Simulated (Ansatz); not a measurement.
**CsSnI₃: a changed input and its effect**

System: CsSnI₃ (5 atoms in the cell).
Method of the first run: DFT, PBE, plane waves, PAW, no spin polarisation (Ansatz 0.2.0).

The structure derives from an entry of the Crystallography Open Database. The geometry comes from this level: r2SCAN (a point of a series of strains). Text and figures count atoms from 1; the logs count them from 0 in places.

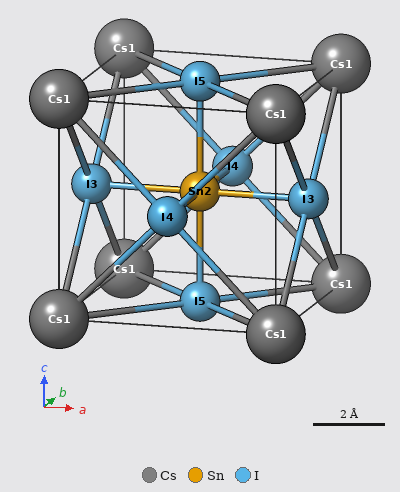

**Figure 1.** The structure (ball-and-stick view of the cell of the calculation, seen slightly off an axis; atoms are numbered from 1 in the order of the input). An atom can appear more than once, as a periodic image. Near neighbours in the periodic cell (some may lie outside the picture): Cs has 12 I at 4.57 Å; Sn has 6 I at 3.23 Å; I has 4 Cs at 4.57 Å and 2 Sn at 3.23 Å.

## The input, the first run
```yaml
crystal:
  lattice:
    - [6.4579767186, 0.0, 0.0]
    - [0.0, 6.4579767186, 0.0]
    - [0.0, 0.0, 6.4579767186]
  atoms:
    - { symbol: Cs, position: [0.0, 0.0, 0.0] }
    - { symbol: Sn, position: [0.5, 0.5, 0.5] }
    - { symbol: I, position: [0.0, 0.5, 0.5] }
    - { symbol: I, position: [0.5, 0.0, 0.5] }
    - { symbol: I, position: [0.5, 0.5, 0.0] }
kpoints:
  mp_grid: { grid: [4, 4, 4] }
  band_path:
    path: [[0.0, 0.0, 0.0], [0.0, 0.5, 0.0], [0.5, 0.5, 0.0], [0.5, 0.5, 0.5]]
    npoints: 1
hamiltonian:
  xc: pbe
scf:
  occupations: { method: fermi_dirac, width: 0.02 }
  n_extra_bands: 5
output:
  forces: true
  stress: true
  eigenvalues: true
```

Command:
```bash
ansatz run input.yaml --threads 4 --pin off --max-ram 4608MiB --backend cpu --events-out ev --progress --plain --runs-dir out
```

Hardware: 4 threads of Arm Neoverse V1, 24 GiB of memory available, shared host.

## Output, shortened to warnings, some set-up lines, iterations and results (the first run)
```
Basis set: ecut = 420 eV, 5257 PW (Γ), exchange–correlation on 90×90×90 points (8 copies of the dense FFT grid, shifted against one another)
Symmetry: 48 space group operations
k-points: 10 of 64
Initial density: superposition of atomic densities (neutral atoms: chi_scale 0, normalization atom), corrected by the library's trained network
[...]
SCF iter   1: F=—  HF=-34238.368647 eV  |F-HF|=—  |Δ(HF+E_count)|=         —  Δρ=5.55e-4  dr2=1.85e-3  ethr=1.77e-3  ⟨swp⟩=10.0  Hψ=1822  notcnv=0
SCF iter   2: F=—  HF=-34238.367584 eV  |F-HF|=—  |Δ(HF+E_count)|=   1.06e-3  Δρ=4.33e-4  dr2=1.01e-3  ethr=2.51e-6  ⟨swp⟩=3.3  Hψ=979  notcnv=0  defer=9
SCF iter   3: F=—  HF=-34238.367745 eV  |F-HF|=—  |Δ(HF+E_count)|=   1.60e-4  Δρ=1.73e-4  dr2=2.28e-4  ethr=1.37e-6  ⟨swp⟩=3.0  Hψ=819  notcnv=0  defer=9
SCF iter   4: F=—  HF=-34238.367903 eV  |F-HF|=—  |Δ(HF+E_count)|=   1.59e-4  Δρ=1.12e-4  dr2=3.08e-5  ethr=3.08e-7  ⟨swp⟩=2.0  Hψ=609  notcnv=0  defer=9
SCF iter   5: F=—  HF=-34238.367882 eV  |F-HF|=—  |Δ(HF+E_count)|=   2.10e-5  Δρ=4.67e-5  dr2=5.20e-6  ethr=4.16e-8  ⟨swp⟩=2.0  Hψ=683  notcnv=0  defer=9
SCF iter   6: F=—  HF=-34238.367880 eV  |F-HF|=—  |Δ(HF+E_count)|=   2.59e-6  Δρ=1.23e-5  dr2=3.10e-7  ethr=7.03e-9  ⟨swp⟩=2.0  Hψ=781  notcnv=0  defer=9
SCF iter   7: F=-34238.367879 eV  HF=-34238.367880 eV  |F-HF|=1.10e-8  |Δ(HF+E_count)|=   1.48e-7  Δρ=3.04e-6  dr2=2.18e-8  ethr=1.35e-10  ⟨swp⟩=12.1  Hψ=1956  notcnv=0
SCF 1 converged in 7 iterations: F = -34238.367879 eV  dr2 = 2.18e-8
NSCF: frozen V_eff on 4 k-points
SCF converged after 7 iterations
Free energy (F): -34238.367879 eV
Harris-Foulkes:  -34238.367880 eV  (|F-HF|=1.10e-8)
Internal energy: -34238.367879 eV  (E = F + TS)
E sigma→0 (E₀):  -34238.367879 eV
Fermi energy:    4.009338 eV
--- Per-component energies (eV) ---
  E_band       = -1497.768588
  E_kinetic    = 888.976858
  E_local      = -9204.568040  (includes V_loc(G=0)·N_el)
  E_nonlocal   = -275.259855
  E_hartree    = 4658.958269
  E_xc         = -939.796023
  E_vxc        = -605.791933  (∫ρ·V_xc dr)
  E_paw        = -23647.610449  (= ΣΔE_a)
  E_vpaw       = -1619.029845  (= ΣTr[D̂ρ^β])
  E_aug_tail   = -0.000033  (compensation charges beyond the density's cutoff)
  E_ewald      = -5719.068606
  E_smearing   = -0.000000  (= −TS)
  E_closure    = -0.000000  (closes the sum)
  Σ components = -34238.367879   (vs F -34238.367879, Δ=0.00e0)
--- Forces (eV/Å), atoms counted from 1 ---
  atom   1  Cs     0.00000000    -0.00000000    -0.00000000
  atom   2  Sn    -0.00000000     0.00000000     0.00000000
  atom   3  I      0.00000000    -0.00000000    -0.00000000
  atom   4  I      0.00000000    -0.00000000    -0.00000000
  atom   5  I      0.00000000    -0.00000000     0.00000000
  max |Σ_I F_I| component: 7.43e-29 eV/Å
--- Stress (GPa, compression-positive) ---
       -0.946101       0.000000       0.000000
       -0.000000      -0.946101      -0.000000
        0.000000      -0.000000      -0.946101
  P = ⅓ Tr σ = -0.9461 GPa (-9.461 kbar)
```

The input of the second run differs as follows (lines with − go, lines with + come):
```diff
-  xc: pbe
+  xc: r2scan
-  occupations: { method: fermi_dirac, width: 0.02 }
+  occupations: { method: fixed }
```

Predict how the results change.

The total energies belong to different methods, so their difference says nothing on which is more stable or more accurate. The gap on the mesh goes from 0.78 to 0.93 eV. The pressure goes from −0.95 to −1.40 GPa. The functional changes from PBE to r2SCAN. The number of SCF iterations is the same. The default cutoff goes from 420 to 500 eV with the change. The plane waves at Γ go from 5257 to 6859. On the same kind of shared host the second run took about 1.9 times as long.

## Output, shortened to warnings, some set-up lines, iterations and results (the second run)
```
Basis set: ecut = 500 eV, 6859 PW (Γ), exchange–correlation on 192×192×192 points (64 copies of the dense FFT grid, shifted against one another)
Symmetry: 48 space group operations
k-points: 10 of 64
Initial density: superposition of atomic densities (neutral atoms: chi_scale 0, normalization atom), corrected by the library's trained network
[...]
SCF iter   1: F=—  HF=-34313.705356 eV  |F-HF|=—  |Δ(HF+E_count)|=         —  Δρ=2.57e-3  dr2=2.12e-2  dr2_τ=2.13e-3  ethr=1.77e-3  ⟨swp⟩=5.7  Hψ=1470  notcnv=0  defer=25
SCF iter   2: F=—  HF=-34313.715963 eV  |F-HF|=—  |Δ(HF+E_count)|=   1.06e-2  Δρ=1.19e-3  dr2=6.25e-3  dr2_τ=1.18e-4  ethr=2.86e-5  ⟨swp⟩=3.2  Hψ=767  notcnv=0  defer=28
SCF iter   3: F=—  HF=-34313.714324 eV  |F-HF|=—  |Δ(HF+E_count)|=   1.64e-3  Δρ=3.27e-4  dr2=2.36e-4  dr2_τ=1.27e-5  ethr=8.44e-6  ⟨swp⟩=3.9  Hψ=861  notcnv=0  defer=28
SCF iter   4: F=—  HF=-34313.714286 eV  |F-HF|=—  |Δ(HF+E_count)|=   3.80e-5  Δρ=9.38e-5  dr2=3.55e-5  dr2_τ=9.20e-7  ethr=3.18e-7  ⟨swp⟩=2.0  Hψ=652  notcnv=0  defer=28
SCF iter   5: F=—  HF=-34313.714396 eV  |F-HF|=—  |Δ(HF+E_count)|=   1.09e-4  Δρ=2.49e-5  dr2=3.62e-6  dr2_τ=4.83e-8  ethr=4.80e-8  ⟨swp⟩=2.0  Hψ=632  notcnv=0  defer=28
SCF iter   6: F=—  HF=-34313.714397 eV  |F-HF|=—  |Δ(HF+E_count)|=   1.35e-6  Δρ=6.75e-6  dr2=2.13e-7  dr2_τ=3.83e-9  ethr=4.89e-9  ⟨swp⟩=2.0  Hψ=543  notcnv=0  defer=29
SCF iter   7: F=-34313.714397 eV  HF=-34313.714397 eV  |F-HF|=4.76e-9  |Δ(HF+E_count)|=   1.15e-7  Δρ=1.53e-6  dr2=6.83e-9  dr2_τ=1.59e-10  ethr=1.35e-10  ⟨swp⟩=16.5  Hψ=2191 …
SCF 1 converged in 7 iterations: F = -34313.714397 eV  dr2 = 6.83e-9
NSCF: frozen V_eff on 4 k-points
SCF converged after 7 iterations
Free energy (F): -34313.714397 eV
Harris-Foulkes:  -34313.714397 eV  (|F-HF|=4.76e-9)
Internal energy: -34313.714397 eV  (E = F + TS)
E sigma→0 (E₀):  -34313.714397 eV
Fermi energy:    3.512150 eV
--- Per-component energies (eV) ---
  E_band       = -1557.975316
  E_kinetic    = 887.814535
  E_local      = -9199.346149  (includes V_loc(G=0)·N_el)
  E_nonlocal   = -276.253956
  E_hartree    = 4654.816679
  E_xc         = -898.885977
  E_vxc        = -659.868529  (∫ρ·V_xc dr)
  E_paw        = -23763.795191  (= ΣΔE_a)
  E_vpaw       = -1658.587094  (= ΣTr[D̂ρ^β])
  E_aug_tail   = -0.000090  (compensation charges beyond the density's cutoff)
  E_vtau       = 38.636533  (kinetic-family band-sum trace: ∫τ·v_τ [+ j·A + Jᵃ·Aᵃ] dr)
  E_ewald      = -5719.068606
  E_core_change = 1.004358  (= ΣΔE_core)
  E_smearing   = -0.000000  (= −TS)
  E_closure    = 0.000000  (closes the sum)
  Σ components = -34313.714397   (vs F -34313.714397, Δ=0.00e0)
--- Forces (eV/Å), atoms counted from 1 ---
  atom   1  Cs    -0.00000000     0.00000000     0.00000000
  atom   2  Sn     0.00000000     0.00000000     0.00000000
  atom   3  I      0.00000000    -0.00000000    -0.00000000
  atom   4  I      0.00000000    -0.00000000    -0.00000000
  atom   5  I      0.00000000     0.00000000     0.00000000
  max |Σ_I F_I| component: 2.64e-28 eV/Å
--- Stress (GPa, compression-positive) ---
       -1.401206      -0.000000       0.000000
       -0.000000      -1.401206       0.000000
        0.000000       0.000000      -1.401206
  P = ⅓ Tr σ = -1.4012 GPa (-14.012 kbar)
```

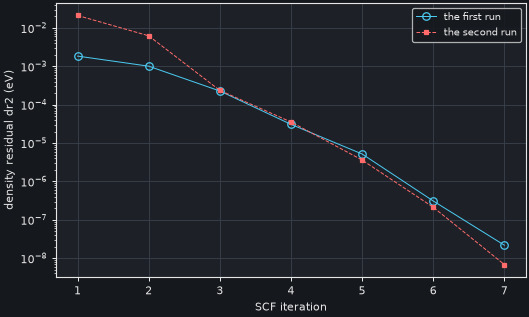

**Figure 2.** Convergence of the two runs: density residual dr2 against the SCF iteration. The first run takes 7 iterations in all, and the second run takes 7.

## The two runs side by side

| quantity | the first run | the second run |
| --- | --- | --- |
| outcome | converged | converged |
| free energy per atom (eV) | −6847.6736 | −6862.7429 |
| gap on the mesh (eV) | 0.78 | 0.93 |
| pressure (GPa) | −0.95 | −1.40 |
| largest force (eV/Å) | 0.000 | 0.000 |
| SCF iterations | 7 | 7 |
| irreducible k-points | 10 | 10 |
| plane waves at Γ | 5257 | 6859 |
| wall time (shared host) | 2.9 s | 5.5 s |
